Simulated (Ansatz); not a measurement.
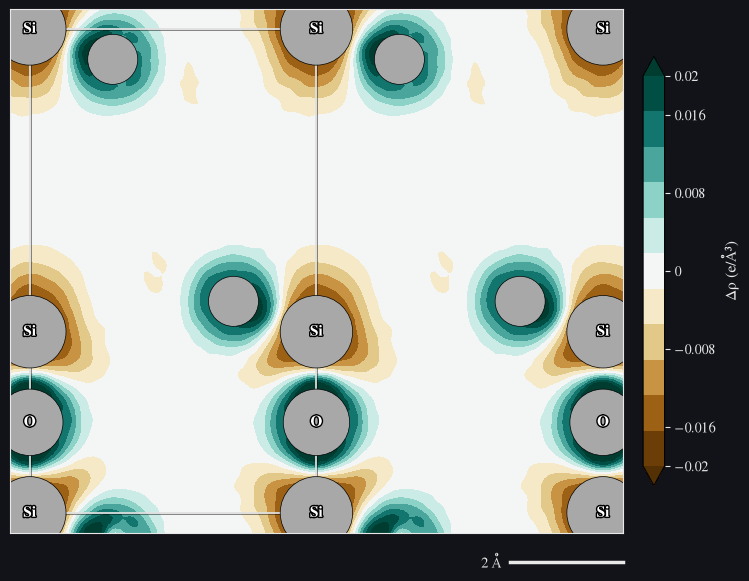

SiO2. Difference of the valence pseudo-densities of two functionals at the same geometry, on the (010) plane of the calculation cell: r2SCAN less PBE.

Both computed with Ansatz (plane waves, PAW), on the same k-point mesh. Grey discs cover the atomic cores.

Question: What does the difference map show?

Answer: Against PBE, r2SCAN gives more density around O (+0.012 e/Å³ on average at 0.7 Å from the nucleus) and a change of +0.010 e/Å³ at the midpoint of Si–O.
